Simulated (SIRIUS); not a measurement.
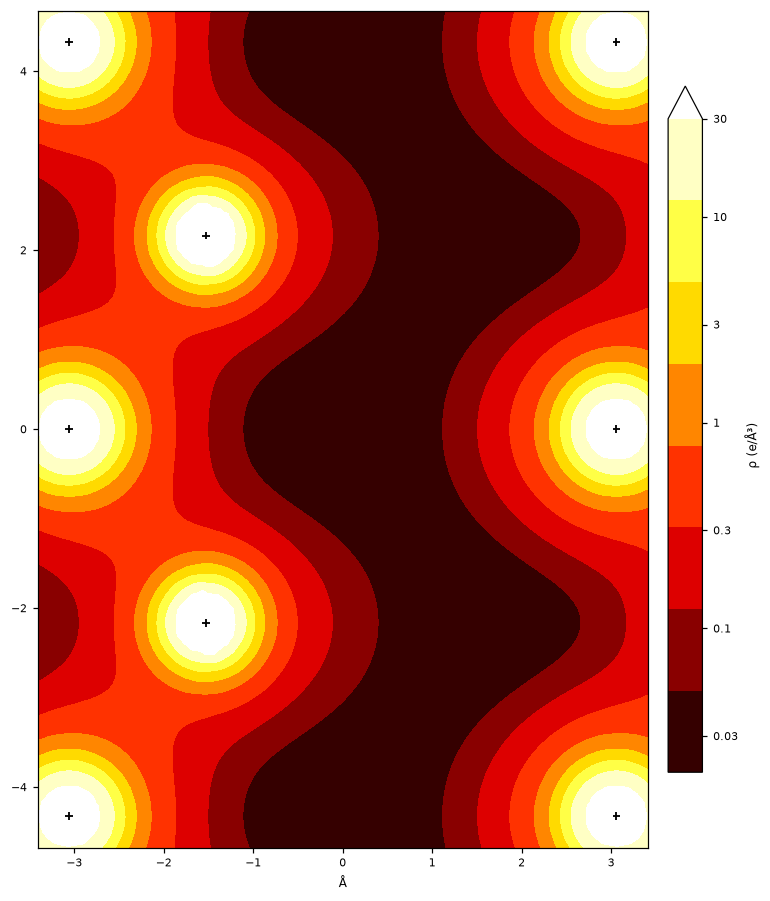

The total electron density on a plane through atoms (crosses mark nuclei in the plane).

Theory: Kohn-Sham DFT of a periodic cell, PBEsol, all-electron FP-LAPW in SIRIUS.

Candidates:
A. GaSb, a = 6.12 Å, b = 6.12 Å, c = 6.12 Å, α = 90.00°, β = 90.00°, γ = 90.00°. Space group F-43m.
B. CuI, a = 4.09 Å, b = 4.09 Å, c = 6.55 Å, α = 90.00°, β = 90.00°, γ = 90.00°. Space group P4/nmm; a structure from a database of computed crystals, not necessarily the ambient phase.
C. Al, a = 2.69 Å, b = 2.75 Å, c = 2.79 Å, α = 107.06°, β = 109.66°, γ = 110.27°. Space group P-1; a structure from a database of computed crystals, not necessarily the ambient phase.

### Which system is this?

Candidate A: GaSb on the (011) plane of the conventional cell, which holds Sb and Ga. Ga–Sb (2.65 Å): ρ is about 0.42 e/Å³ halfway.
